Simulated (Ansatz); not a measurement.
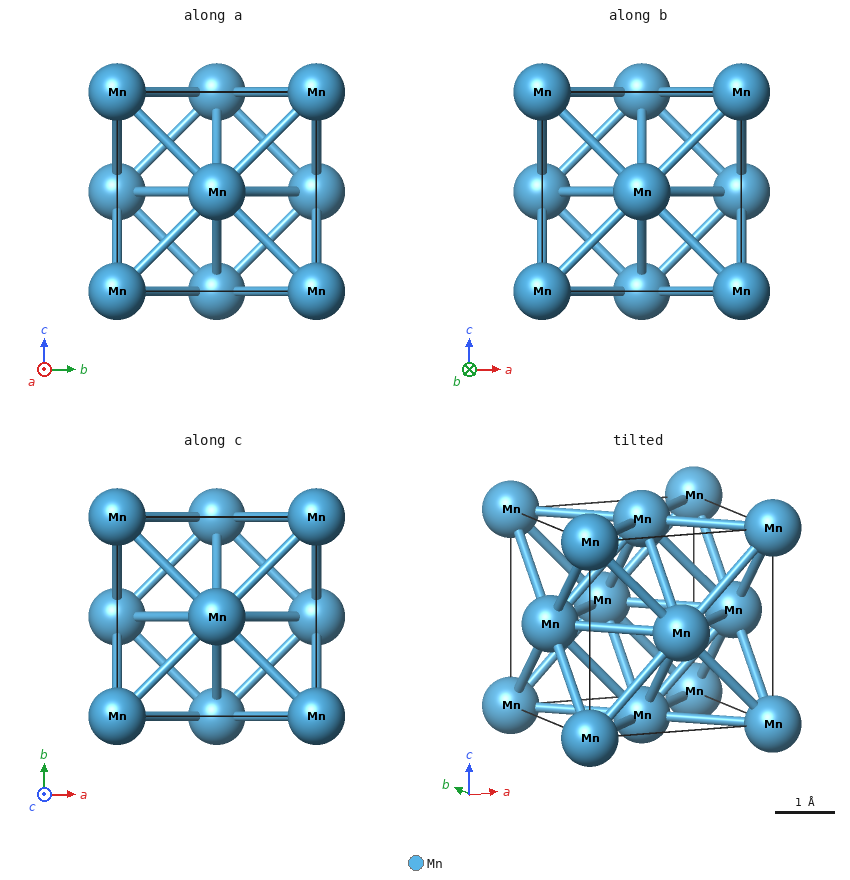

A ball-and-stick picture of a crystal structure, seen along the a axis, along the b axis, along the c axis and slightly off an axis. The frame is the conventional unit cell; atoms at its boundary are shown with their periodic copies.

Lattice parameters: a = 3.4291 Å, b = 3.4291 Å, c = 3.4291 Å, α = 90.000°, β = 90.000°, γ = 90.000°.

> Write the structure as a CIF with its space group and independent sites.

```cif
data_structure
_symmetry_space_group_name_H-M 'F m -3 m'
_symmetry_Int_Tables_number 225
_cell_length_a 3.4291
_cell_length_b 3.4291
_cell_length_c 3.4291
_cell_angle_alpha 90.000
_cell_angle_beta 90.000
_cell_angle_gamma 90.000
_cell_volume 40.32
loop_
_atom_site_label
_atom_site_type_symbol
_atom_site_symmetry_multiplicity
_atom_site_Wyckoff_symbol
_atom_site_fract_x
_atom_site_fract_y
_atom_site_fract_z
_atom_site_occupancy
Mn1 Mn 4 a 0.0000 0.0000 0.0000 1
```

The structure comes from a structure type filled with this element by a generator (whether the element takes this form wasn't checked). The structure drawn was relaxed with DFT, LDA (PW92), plane waves (420 eV) with PAW, scalar-relativistic in Ansatz 0.2.0.
